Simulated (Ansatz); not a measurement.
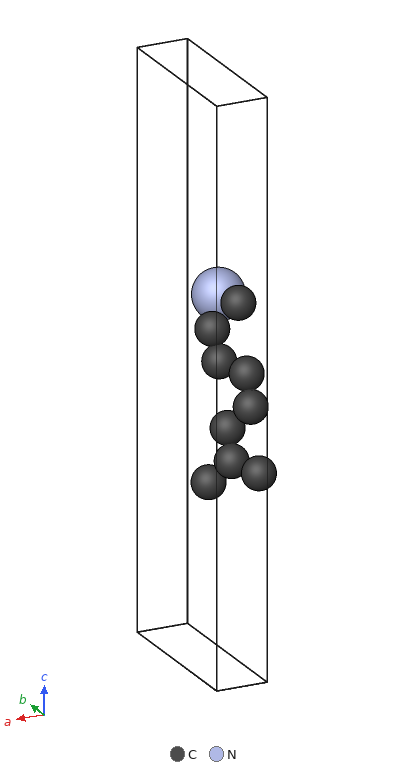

We look at a space-filling model of the crystal from a general direction. Thin lines show the simulation cell, with boundary atoms drawn in all their periodic places. Cell: a = 2.459 Å, b = 8.870 Å, c = 25.886 Å, α = 90.00°, β = 90.00°, γ = 97.97°.

Summary of the structure:

- Chemical formula C8N.
- Atoms per cell: 9 (8 C, 1 N).

Its origin is a structure listed in the Materials Project, from which a slab was cut and an adsorbate added. The atoms were relaxed in a fixed cell with Ansatz 0.2.0, DFT PBEsol, scalar-relativistic, plane waves, PAW, but for four held in place.

At this level of theory the run's own cell isn't at rest (forces up to 2.8 eV/Å), so its distances can differ from those at equilibrium, the more so the softer the solid.
